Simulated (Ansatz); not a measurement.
## B3N: single-point calculation

System: B3N (8 atoms in the cell).
Method: DFT PBE, scalar-relativistic, plane waves, PAW, no spin polarisation (Ansatz 0.2.0).

The structure was made by swapping elements on the sites of another compound; it need not be a known phase. It belongs to a series of runs on one base structure; here: anti-ScCl3 type (R-3, No. 148). Figures and captions count atoms from 1; the log counts them from 0 in places.

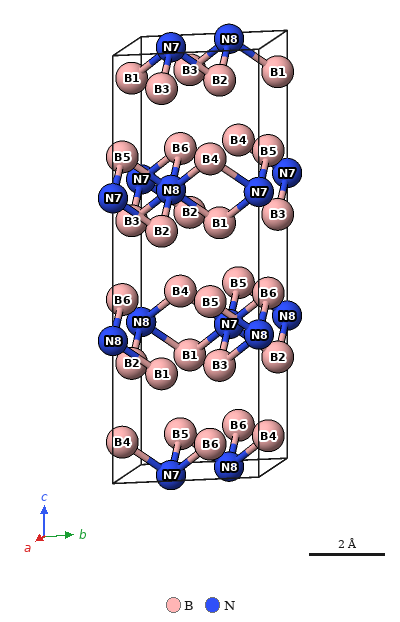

*The structure as given in the input (ball-and-stick view of the cell 3 times as large as that of the calculation, set on its symmetry axes, seen slightly off an axis; atoms are numbered from 1 in the order of the input).*

Summary

```json
{"quantity": "outcome", "value": "converged"}
{"quantity": "space group (tolerance 0.01 Å)", "value": "R-3 (148)"}
{"quantity": "electrons treated", "value": "28"}
{"quantity": "free energy", "value": "−1689.5587 eV"}
{"quantity": "Fermi energy", "value": "12.022 eV"}
{"quantity": "gap on the k-point mesh", "value": "none (metallic)"}
{"quantity": "pressure", "value": "−9.55 GPa"}
{"quantity": "largest force (length of the vector)", "value": "4.247 eV/Å"}
{"quantity": "hardware", "value": "1 thread of Intel Xeon @ 2.50GHz (Skylake/Cascade Lake), 256 GiB of memory available, shared host"}
{"quantity": "wall time", "value": "3.8 s"}
{"quantity": "peak memory", "value": "0.38 GiB"}
```

Input file
```yaml
crystal:
  lattice:
    - [2.06704119, 1.1934067875, 3.8379311225]
    - [-2.06704119, 1.1934067875, 3.8379311225]
    - [0.0, -2.386813575, 3.8379311225]
  atoms:
    - { symbol: B, position: [0.082, 0.4153, 0.7487] }
    - { symbol: B, position: [0.7487, 0.082, 0.4153] }
    - { symbol: B, position: [0.4153, 0.7487, 0.082] }
    - { symbol: B, position: [0.918, 0.5847, 0.2513] }
    - { symbol: B, position: [0.2513, 0.918, 0.5847] }
    - { symbol: B, position: [0.5847, 0.2513, 0.918] }
    - { symbol: "N", position: [0.3333, 0.3333, 0.3333] }
    - { symbol: "N", position: [0.6667, 0.6667, 0.6667] }
basis:
  ecutwfc: 420
kpoints:
  mp_grid: { grid: [6, 6, 6] }
hamiltonian:
  xc: pbe
scf:
  occupations: { method: gaussian, width: 0.1 }
  lower_state_search: "off"
output:
  forces: true
  stress: true
  eigenvalues: true
```

Launched with:
```bash
ansatz run input.yaml --threads 1 --pin off --max-ram 2560MiB --backend cpu --events-out ev --progress --plain --runs-dir out
```

Log
```
Engine: ansatz 0.2.0, x86_64-unknown-linux-gnu
Pseudopotentials: kind: paw
Pseudopotential: B, paw, valence charge 3, recommended cutoff 420 eV (normal), B.paw.azcp
Pseudopotential: N, paw, valence charge 5, recommended cutoff 420 eV (normal), N.paw.azcp
Functional definition: PBE
  parameter kappa = 0.804
  parameter beta = 0.06672455060314922
  exchange = pbe_x(kappa = kappa, mu = beta*pi^2/3)
  correlation = pbe_c(beta = beta)
Crystal: 8 atoms, lattice volume = 56.805 Å³
Basis set: ecut = 420 eV, 1123 PW (Γ), exchange–correlation on 64×64×64 points (8 copies of the dense FFT grid, shifted against one another)
Bands: 22, of which v1, the nominal top of the filled ones, is band 14 counted from 1 (13 counted from 0)
Symmetry: 6 space group operations
Space group: R-3 (ITA 148), of the structure as read, at distance tolerance 3.8e-5 Å
k-points: 40 of 216
Non-local potential: B, projectors of the file, l = 0: 2, l = 1: 2, l = 2: 1
Non-local potential: N, projectors of the file, l = 0: 2, l = 1: 2, l = 2: 1
PAW form: soft (Blöchl's): semilocal exchange-correlation on the pseudo side does not see the compensation charge
PAW one-centre angular grid: B, 110 points (default); XC on 64 Gauss nodes
PAW one-centre angular grid: N, 110 points (default); XC on 64 Gauss nodes
Initial density: superposition of atomic densities (neutral atoms: chi_scale 0, normalization atom), corrected by the library's trained network
Initial wavefunctions: pseudopotential atomic-orbital guess
Functional: x = pbe(κ = 0.804, μ = 0.2195149727645171), c = pbe(β = 0.06672455060314922)
SCF iter   1: F=—  HF=-1689.566591 eV  |F-HF|=—  |Δ(HF+E_count)|=         —  Δρ=9.29e-3  dr2=4.54e-2  ethr=1.77e-3  ⟨swp⟩=4.8  Hψ=4058  notcnv=0  defer=2
preconditioner: auto → Kerker (q_TF=auto, 2.425 Å⁻¹)  [metal: Δε(μ)=0.024 eV  Ē_g=12.281 eV  σ=0.100 eV  W_gap=0.13  n_scr=14 (ndim 8)  ℏωp=26.1 eV  f_vac=0.000  D(μ)=2.34/eV (n_scr^D=14)]
SCF iter   2: F=—  HF=-1689.561539 eV  |F-HF|=—  |Δ(HF+E_count)|=   5.05e-3  Δρ=5.41e-3  dr2=1.52e-2  ethr=1.62e-4  ⟨swp⟩=1.0  Hψ=1200  notcnv=0  defer=6
SCF iter   3: F=—  HF=-1689.558742 eV  |F-HF|=—  |Δ(HF+E_count)|=   2.80e-3  Δρ=9.63e-4  dr2=4.75e-4  ethr=5.43e-5  ⟨swp⟩=2.5  Hψ=1196  notcnv=0  defer=6
SCF iter   4: F=—  HF=-1689.558670 eV  |F-HF|=—  |Δ(HF+E_count)|=   7.19e-5  Δρ=3.44e-4  dr2=4.69e-5  ethr=1.70e-6  ⟨swp⟩=2.3  Hψ=1334  notcnv=0  defer=6
SCF iter   5: F=—  HF=-1689.558676 eV  |F-HF|=—  |Δ(HF+E_count)|=   6.11e-6  Δρ=3.85e-5  dr2=6.84e-7  ethr=1.67e-7  ⟨swp⟩=2.0  Hψ=1233  notcnv=0  defer=6
SCF iter   6: F=-1689.558677 eV  HF=-1689.558677 eV  |F-HF|=1.91e-9  |Δ(HF+E_count)|=   6.69e-8  Δρ=7.35e-6  dr2=3.07e-8  ethr=3.57e-10  ⟨swp⟩=8.3  Hψ=3916  notcnv=0
SCF 1 converged in 6 iterations: F = -1689.558677 eV  dr2 = 3.07e-8
  greatest PAW one-centre occupation: 0.795 electrons in one spin orbital (limit 2), on the N atom at site 7 (counted from 0), in its partial waves of l = 0
SCF converged after 6 iterations
Free energy (F): -1689.558677 eV
Harris-Foulkes:  -1689.558677 eV  (|F-HF|=1.91e-9)
Internal energy: -1689.546335 eV  (E = F + TS)
E sigma→0 (E₀):  -1689.552506 eV
Entropy (-TS):   -0.012341 eV (-1.543 meV/atom)
Fermi energy:    12.022456 eV
--- Per-component energies (eV) ---
  E_band       = 69.111757
  E_kinetic    = 531.818257
  E_local      = -565.966097  (includes V_loc(G=0)·N_el)
  E_nonlocal   = 163.032050
  E_hartree    = 182.992509
  E_xc         = -305.791706
  E_vxc        = -372.953540  (∫ρ·V_xc dr)
  E_paw        = -724.414644  (= ΣΔE_a)
  E_vpaw       = -52.802404  (= ΣTr[D̂ρ^β])
  E_aug_tail   = 0.000183  (compensation charges beyond the density's cutoff)
  E_ewald      = -971.216888
  E_smearing   = -0.012341  (= −TS)
  E_closure    = 0.000000  (closes the sum)
  Σ components = -1689.558677   (vs F -1689.558677, Δ=0.00e0)
--- Forces (eV/Å), atoms counted from 1 ---
  atom   1  B      1.42020137    -1.60745170     3.66601280
  atom   2  B      0.68199333     2.03365632     3.66601280
  atom   3  B     -2.10219470    -0.42620461     3.66601280
  atom   4  B     -1.42020137     1.60745170    -3.66601280
  atom   5  B     -0.68199333    -2.03365632    -3.66601280
  atom   6  B      2.10219470     0.42620461    -3.66601280
  atom   7  N      0.00000000     0.00000000    -0.37516949
  atom   8  N     -0.00000000    -0.00000000     0.37516949
  max |Σ_I F_I| component: 8.88e-16 eV/Å
--- Stress (GPa, compression-positive) ---
       -1.906565       0.000000       0.000000
       -0.000000      -1.906565      -0.000000
        0.000000      -0.000000     -24.843979
  P = ⅓ Tr σ = -9.5524 GPa (-95.524 kbar)
--- Band table (eV; the first three rows and the last of 40) ---
  k-point 0: bands = ["-11.2558", "-6.5640", "-0.8407", "-0.8407", "-0.0119", "1.4689", "2.3717", "2.4738", "2.4738", "6.4702", "8.5517", "8.5517", "9.2375", "9.2375", "9.2664", "14.0291", "14.0291", "16.6473", "16.7924", "16.7924", "17.0132", "17.0132"]
  k-point 1: bands = ["-11.0628", "-7.0464", "-1.0944", "-0.6503", "-0.0878", "1.5189", "1.9815", "2.8813", "3.0773", "6.9949", "7.4754", "7.5553", "9.2109", "10.7074", "11.5633", "13.0192", "13.5100", "14.6820", "16.4593", "16.7467", "17.0523", "17.4181"]
  k-point 2: bands = ["-10.5322", "-8.0544", "-1.4809", "-0.8689", "0.0551", "1.2293", "2.5671", "3.7578", "4.1578", "5.8797", "6.6023", "8.3390", "9.4772", "11.7119", "12.4231", "12.9260", "13.6419", "14.7429", "15.9944", "16.5946", "17.0909", "17.7327"]
  k-point 39: bands = ["-11.0530", "-6.6385", "-2.6518", "-0.9310", "-0.9310", "2.3413", "2.3413", "2.7938", "5.0959", "6.0458", "9.6369", "9.6369", "10.1274", "10.1274", "12.3404", "12.9686", "13.5015", "13.5015", "15.0255", "15.0255", "15.8172", "15.8172"]
```

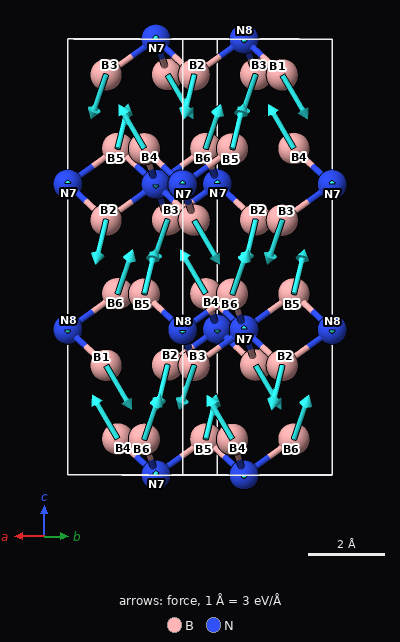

*Forces on the atoms as teal arrows (ball-and-stick view of the cell 3 times as large as that of the calculation, set on its symmetry axes, seen at an oblique angle; atoms are numbered from 1 in the order of the input).*

The largest act on all 6 B atoms (4.25 eV/Å). The geometry is not a stationary point of this energy.

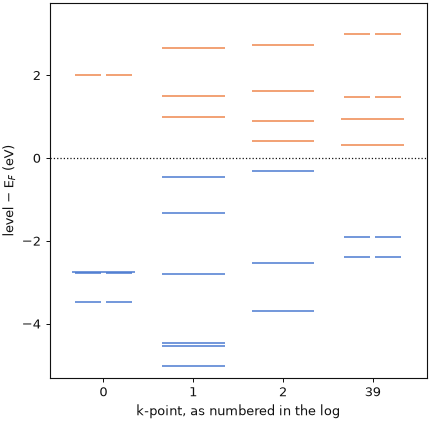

*Kohn–Sham levels near the Fermi level (dotted) at the few k-points that the log prints; levels within 0.02 eV of each other stand side by side.*

The system is metallic on the full mesh.
